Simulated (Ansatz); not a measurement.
A periodic structure is given below.

```yaml
crystal:
  lattice:
    - [3.11286, 0.00000, 0.00000]
    - [-1.55643, 2.69582, 0.00000]
    - [0.00000, 0.00000, 4.86984]
  atoms:
    - { symbol: Ta, position: [0.66667, 0.33333, 0.74529] }
    - { symbol: Ta, position: [0.33333, 0.66667, 0.25471] }
    - { symbol: N, position: [0.00000, 0.00000, 0.00000] }
```

**What would you see if this were drawn?**

Its composition is Ta2N. The structure has P-3m1 (No. 164) symmetry and a primitive hexagonal lattice. Cell content 2 Ta, 1 N; Z = 1.

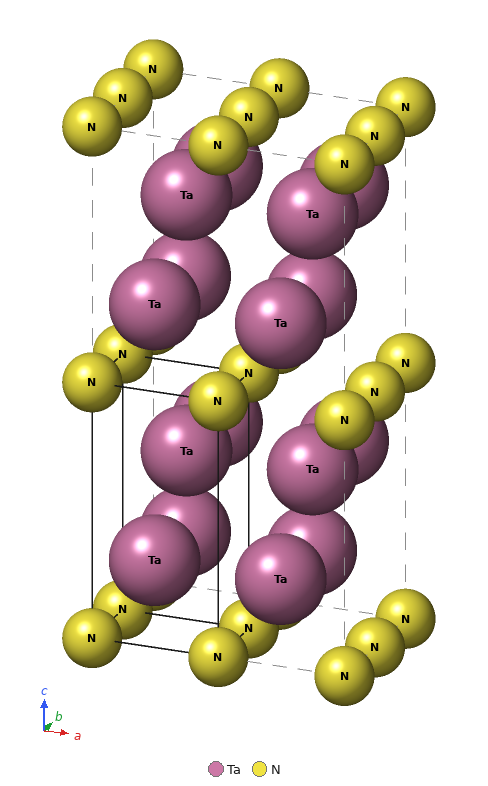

View slightly off an axis, drawn as a spheres-only model. Solid lines give the conventional unit cell, repeated here 2×2×2 times. Colours: tantalum pink, nitrogen yellow.

It goes back to a structure listed in the Materials Project. Earlier steps of the study may have refined or changed the cell and positions. An electronic-structure calculation with Ansatz was run on it.

At this level of theory the cell isn't at rest (compressed, at 6 GPa and forces up to 1.8 eV/Å), so its distances can differ from those at equilibrium, the more so the softer the solid.
